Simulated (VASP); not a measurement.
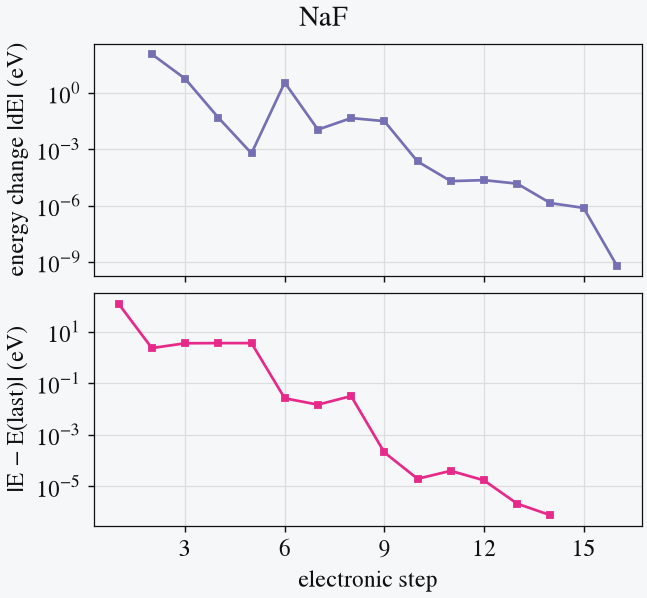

The plot shows the electronic steps of a calculation: energy change |dE|, distance of the free energy from its last value. Energy differences below 3 × 10⁻⁸ eV aren't drawn.

Program: VASP.

INCAR
```
ENCUT = 520.000000
SIGMA = 0.010000
EDIFF = 1.00e-07
ALGO = Normal
METAGGA = R2SCAN
PREC = Accurate
IBRION = -1
ISIF = 2
ISMEAR = 0
NBANDS = 14
NELM = 120
NSW = 0
LASPH = .TRUE.
LCHARG = .FALSE.
LWAVE = .FALSE.
LREAL = .FALSE.
```

KPOINTS
```
KPOINTS created by Atomic Simulation Environment
0
Gamma
10 10 10
0 0 0
```

POSCAR
```
Na F
 1.0000000000000000
     0.0000000000000000    2.4010000772000000    2.4010000772000000
     2.4010000772000000    0.0000000000000000    2.4010000772000000
     2.4010000772000000    2.4010000772000000    0.0000000000000000
 Na  F
   1   1
Cartesian
  0.0000000000000000  0.0000000000000000  0.0000000000000000
  2.4010000772000000  2.4010000772000000  2.4010000772000000
```

> Was self-consistency reached?

It converged, after 16 steps. The energy change falls unevenly and jumps up by a factor of two or more twice on the way down, most sharply at step 6 (by about 4 orders of magnitude). The jump at step 6 comes where the charge density, held fixed for the first 5 steps, starts to be updated.
